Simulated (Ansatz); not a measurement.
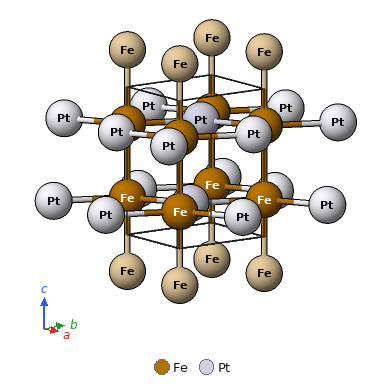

The figure gives a ball-and-stick picture of the atoms, viewed slightly off an axis. The frame is the conventional unit cell; atoms at its boundary are shown with their periodic copies. The bonded neighbours beyond the faces are included, in fainter colours. Cell: a = 4.18 Å, b = 4.18 Å, c = 4.50 Å, α = 90.00°, β = 90.00°, γ = 120.00°.

The structure was taken from a random cell made by a generator, so it need not be a real form of the compound. Earlier steps of the study may have refined or changed the cell and positions. A calculation with Ansatz used it as input.

> In words:

Its composition is FePt. The structure has P6_3/mmc (No. 194) symmetry and a primitive hexagonal lattice. Atoms per cell: 4 (2 Fe, 2 Pt). Fe is surrounded by three Pt and two Fe in a distorted trigonal bipyramidal arrangement (about 2.4 Å to Pt, 2.2 Å to Fe). The coordination shell of Pt holds three Fe in a trigonal planar arrangement at about 2.4 Å. The bonds build a three-dimensional framework.

Method: Ansatz, DFT PBE, scalar-relativistic, plane waves, PAW; a kinetic-energy cutoff of 420 eV, 12×12×10 k-mesh, Gaussian smearing of 0.1 eV, collinear spins.

> Which atoms carry magnetic moments in this run, and how do they order?

The state reached is ferromagnetic. Sizes: Fe 2.8 μB and Pt 0.5 μB; net moment 6.8 μB in the run's cell of 4 atoms.

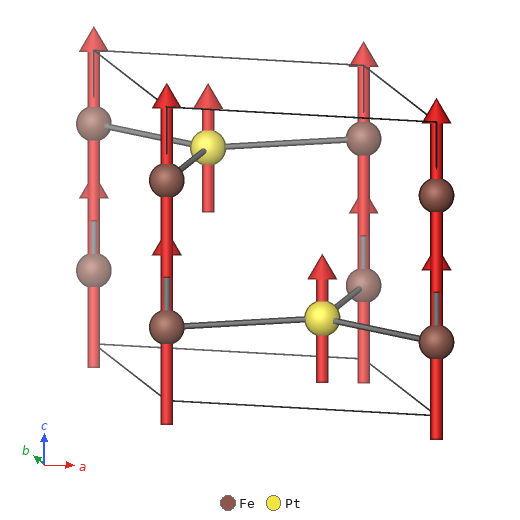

Site moments above 0.25 μB as arrows, small induced ones on non-metal atoms left out (red along the largest or up, blue against, purple across). The run's cell of 4 atoms is drawn.

> What is the band gap, if any?

A metal: bands cross the Fermi level.

> How are the electrons shared out in a Bader analysis?

Fe +0.50 e; Pt -0.50 e.

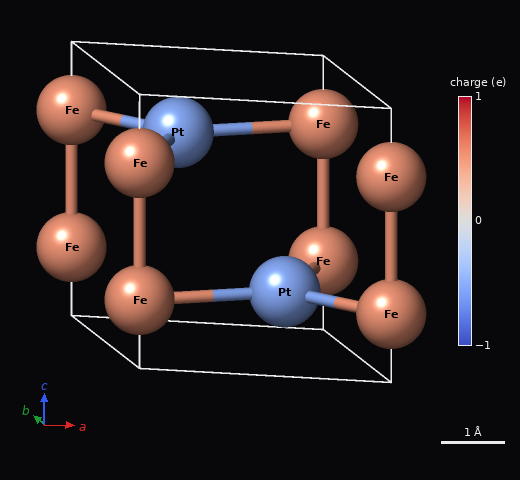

The atoms coloured by those charges. The run's cell of 4 atoms is drawn.

> Does the calculation find this structure at rest?

Yes. All forces vanish to within 0.01 eV/Å. The pressure is 0.0 GPa, close to zero.
